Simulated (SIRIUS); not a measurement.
System: TaN, space group P-6m2 (No. 187).

The given structure:
```yaml
crystal:
  lattice:
    - [2.93800, 0.00000, 0.00000]
    - [-1.46900, 2.54438, 0.00000]
    - [0.00000, 0.00000, 2.88300]
  atoms:
    - { symbol: Ta, position: [0.00000, 0.00000, 0.50000] }
    - { symbol: N, position: [0.66667, 0.33333, 0.00000] }
```

How it was computed, with SIRIUS 7.10.0: plane-wave DFT, no spin polarisation; energies at scaled volumes of the given cell, shape and fractions fixed, counted from the fit's minimum, third-order Birch-Murnaghan fit. Level: PBEsol.

```json
{"setting": "k mesh", "value": "10×10×9"}
{"setting": "occupations", "value": "Fermi–Dirac"}
{"setting": "smearing width", "value": "0.05 eV"}
{"setting": "potentials", "value": "dojo sr pbesol 0.4.1 standard"}
{"setting": "wave cutoff", "value": "1152 eV"}
{"setting": "density cutoff", "value": "4606 eV"}
```

What does the calculation give for the energy and pressure against volume? The volume takes the values 10.13, 10.34, 10.56, 10.78, 10.99, 11.21, 11.42 Å³/atom.

A third-order Birch–Murnaghan fit gives V0 = 10.62 Å³/atom, B0 = 361 GPa and B′ = 4.3. The energy is 27.67 meV/atom at volume 10.13 Å³/atom and 60.17 meV/atom at 11.42 Å³/atom; the lowest computed point is at volume 10.56 Å³/atom (0.37 meV/atom). The pressure falls from 18.86 GPa at volume 10.13 Å³/atom to −22.50 GPa at 11.42 Å³/atom, and changes sign near 10.62 Å³/atom.

```csv
volume (Å³/atom),energy (meV/atom),pressure (GPa)
10.13,27.67,18.86
10.34,8.36,9.99
10.56,0.37,2.02
10.78,2.54,-5.14
10.99,13.84,-11.56
11.21,33.33,-17.33
11.42,60.17,-22.50
```

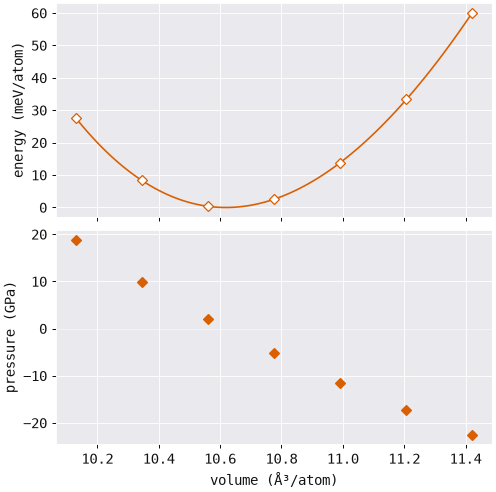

Limits of the calculation: shape and atomic fractions are frozen while scaling, which makes layered, chain and framework solids too stiff.
